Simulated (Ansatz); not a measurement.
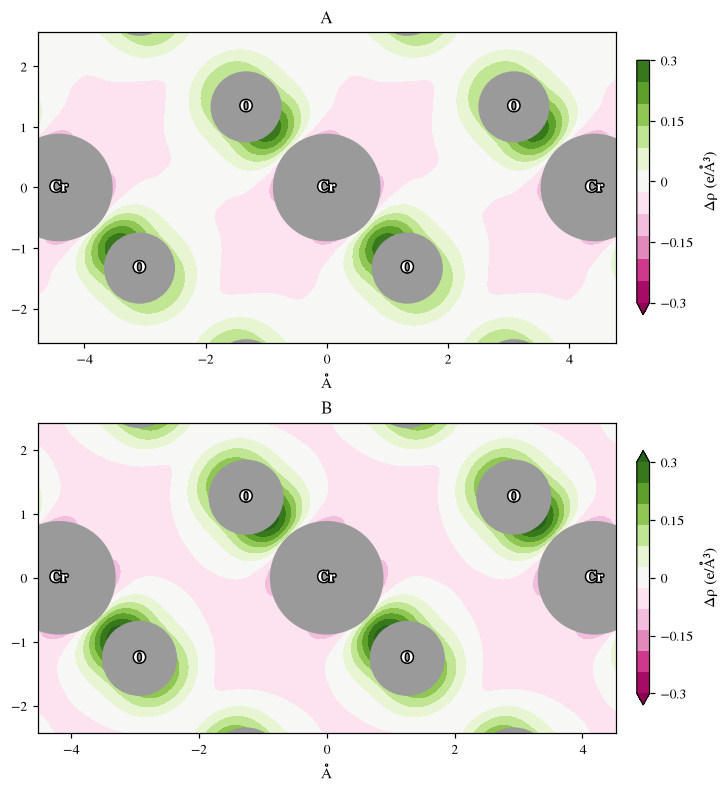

CrO₂: deformation density on the (001) plane of the conventional cell at two volumes, with the same fractional coordinates and one colour scale. Grey discs cover the cores.

Space group P4_2/mnm; spin-polarised. It comes out metallic at this level (no Hubbard term), which in such compounds can be an artefact.

These are results of DFT PBE, scalar-relativistic, plane waves, PAW in Ansatz 0.2.0, not measurements.

### How do the two volumes compare, and how does the bonding charge respond?

A is the larger cell: B has 85 % of the volume of A.
The pressure is 2 GPa in A and 61 GPa in B.
Bader charges in A: Cr +1.99 and O −0.99 e; in B: Cr +2.00 and O −1.00 e.
The rearranged charge is 0.28 e an atom in A and 0.29 e in B.
The net moment is 4.00 μB a cell in A and 4.00 μB in B.

Run times: 95 s (base cell) and 80 s (scaled cell), on 2 threads of Intel(R) Xeon(R) Processor @ 2.50GHz (Skylake/Cascade Lake), with other jobs on the host.
